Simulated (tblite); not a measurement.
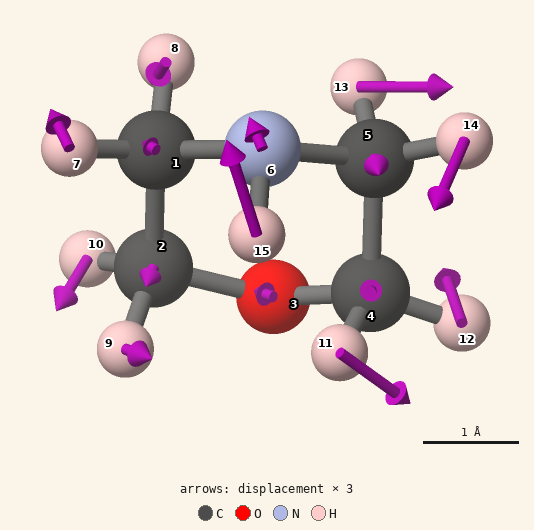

A relaxation of C₄H₉NO. The starting structure is drawn; purple arrows show the displacements, 3 times their true length. The two geometries are superimposed by the best rigid fit.

Style: ball-and-stick. Shown at a tilt.

Theory: GFN2-xTB geometry optimisation, gas phase (tblite 0.8.0). 

Q: Atoms of which element are displaced furthest, and by how much?

A: Hydrogen: up to 0.39 Å, against 0.13 Å for nitrogen.

Q: Describe the change and its energy.

A: The largest moves after the best rigid fit, 0.39 Å, are those of H11, H14 and H15. By element the largest moves are H 0.39 Å, N 0.13 Å, C 0.12 Å, O 0.11 Å. Near-neighbour distances that change, for instance: O3–C4 1.365 → 1.412 Å, N6–H15 1.050 → 1.018 Å, C4–H11 1.128 → 1.103 Å, C1–C2 1.509 → 1.534 Å. Bond angles that change, for instance: O3–C4–H12 113.5° → 106.1°, C4–C5–N6 105.0° → 111.8°, C5–C4–H11 104.0° → 109.5°. Groups turn about C4–C5 by about 25°, C5–N6 by about 20°. Over 50 geometry steps the energy falls by 0.537 eV.
